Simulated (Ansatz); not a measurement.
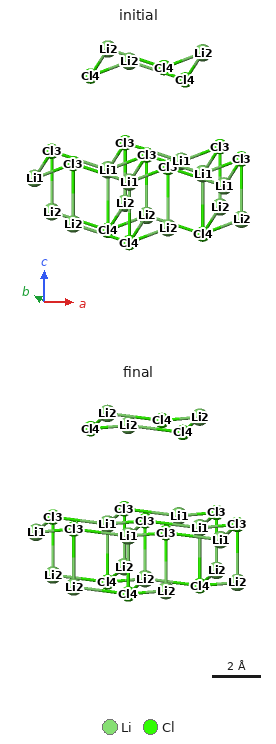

The structure of crystalline LiCl (a generated structure, set up in R-3m) (coarse preliminary run) before (top) and after (bottom) a relaxation, at one scale.

A ball-and-stick model of the atoms within 5.8 Å of the atom that moves most (axes of the conventional cell (3 times the calculation's cell)), seen from a free direction. Lengths and directions refer to the drawn axes.

Computed with DFT PBE, scalar-relativistic, plane waves, PAW (Ansatz).

Input
```yaml
crystal:
  lattice:
    - [2.08206628, 1.20208153, 6.8]
    - [-2.08206628, 1.20208153, 6.8]
    - [0.0, -2.40416306, 6.8]
  atoms:
    - { symbol: Li, position: [0.875, 0.875, 0.875] }
    - { symbol: Li, position: [0.125, 0.125, 0.125] }
    - { symbol: Cl, position: [0.25, 0.25, 0.25] }
    - { symbol: Cl, position: [0.75, 0.75, 0.75] }
basis:
  ecutwfc: 420
kpoints:
  mp_grid: { grid: [6, 6, 6] }
hamiltonian:
  xc: pbe
scf:
  occupations: { method: gaussian, width: 0.1 }
  lower_state_search: "off"
output:
  forces: true
  stress: true
  eigenvalues: true
relax:
  adjacent_minimum: "off"
  f_tol: 0.04
  max_steps: 70
  cell: { stress_tol: 0.4 }
```

Run as
```bash
ansatz run input.yaml --threads 1 --pin off --max-ram 2048MiB --backend cpu --events-out ev --progress --plain --runs-dir out
```

What changed between the two?

Answer. The largest moves relative to the cell, 0.29 Å, are those of Cl3 and Cl4. Cl3 goes along −c. By element the largest moves are Cl 0.29 Å, Li 0.20 Å. Cell: a = b 4.164 → 4.051 Å (−2.7 %), c 20.400 → 20.264 Å (−0.7 %). Volume −6.0 %. Near-neighbour distances that change, for instance: Li1–Cl3 2.550 → 2.366 Å, Li1–Cl4 2.550 → 2.445 Å. Bond angles that change, for instance: Li1–Cl3–Li2 70.5° → 81.3°, Cl3–Li2–Cl4 109.5° → 98.7°, Li1–Cl3–Li1 109.5° → 117.7°. The space group stays R-3m (No. 166). After 3 accepted moves (4 points after the start) the energy has fallen by 119 meV per atom. Largest force component: 1.1 eV/Å at the start, 0.037 eV/Å at the end. Pressure: −3.11 GPa at the start and 0.09 GPa at the end. The SCF was repeated once at an unchanged geometry on a basis and grid sized afresh for the cell, which shifted the energy by less than 0.05 meV per atom at most.
